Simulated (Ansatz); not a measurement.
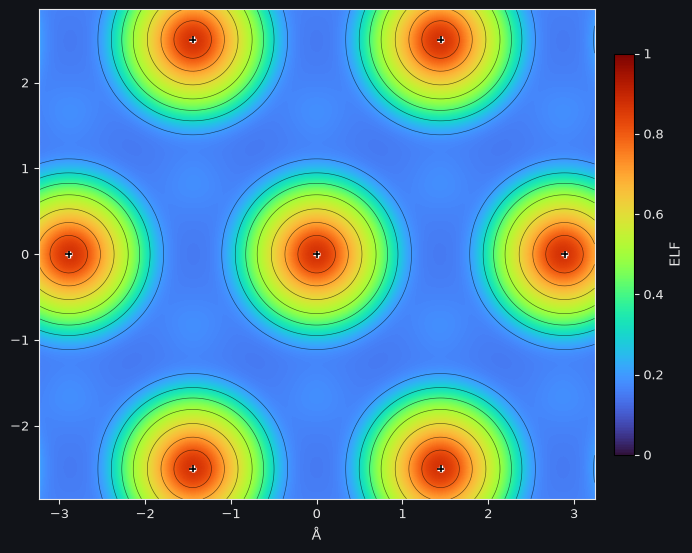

The ELF on a plane through atoms (crosses mark nuclei in the plane).

Computed with DFT r2SCAN, scalar-relativistic, plane waves, PAW (Ansatz).

Candidates:
A. Sc2Al, a = 4.89 Å, b = 4.89 Å, c = 6.16 Å, α = 90.00°, β = 90.00°, γ = 120.00°. Space group P6₃/mmc; a structure from a database of computed crystals, not necessarily the ambient phase.
B. Ag, a = 4.09 Å, b = 4.09 Å, c = 4.09 Å, α = 90.00°, β = 90.00°, γ = 90.00°. Space group Fm-3m; computed without spin polarisation.

### Which candidate gave the map?

Candidate B: Ag on the (111) plane of the conventional cell, which holds Ag. Ag–Ag (2.89 Å): the ELF is about 0.15 at the midpoint; no localised pair shows between them.
